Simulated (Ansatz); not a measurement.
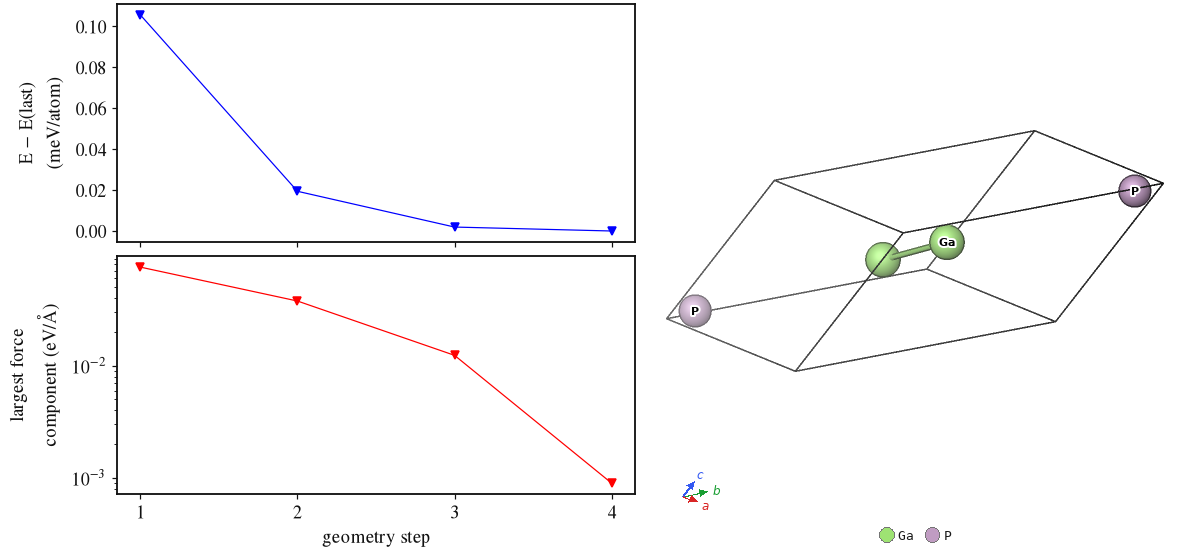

Beside the plot: the structure at the start.

History of a geometry optimisation. The volume is held, while cell shape and atoms may move. A closing SCF on a freshly chosen basis isn't drawn.

```
crystal:
  lattice:
    - [1.9226858063, 1.1100631678, 6.3696830259]
    - [-1.9226858063, 1.1100631678, 6.3696830259]
    - [0.0, -2.2201263357, 6.3696830259]
  atoms:
    - { symbol: Ga, position: [0.4355819192, 0.4355819192, 0.4355819192] }
    - { symbol: Ga, position: [0.5644180808, 0.5644180808, 0.5644180808] }
    - { symbol: P, position: [0.0575098537, 0.0575098537, 0.0575098537] }
    - { symbol: P, position: [0.9424901463, 0.9424901463, 0.9424901463] }
basis:
  ecutwfc: 420
kpoints:
  mp_grid: { grid: [9, 9, 9] }
hamiltonian:
  xc: pbe
scf:
  occupations: { method: gaussian, width: 0.02 }
output:
  forces: true
  stress: true
  eigenvalues: true
relax:
  adjacent_minimum: "off"
  f_tol: 0.01
  max_steps: 30
  cell: { stress_tol: 0.1, fix: [volume] }
```

Command:
```bash
ansatz run input.yaml --threads 1 --pin off --max-ram 2560MiB --backend cpu --events-out ev --progress --plain --runs-dir out
```

How did it end, and what did it gain?

The optimisation met its thresholds at geometry 4, counting the start as the first. The energy fell by about 0.11 meV/atom from the first step to the last. The largest force component goes from about 0.076 eV/Å at the start to 9 × 10⁻⁴ eV/Å at the end.
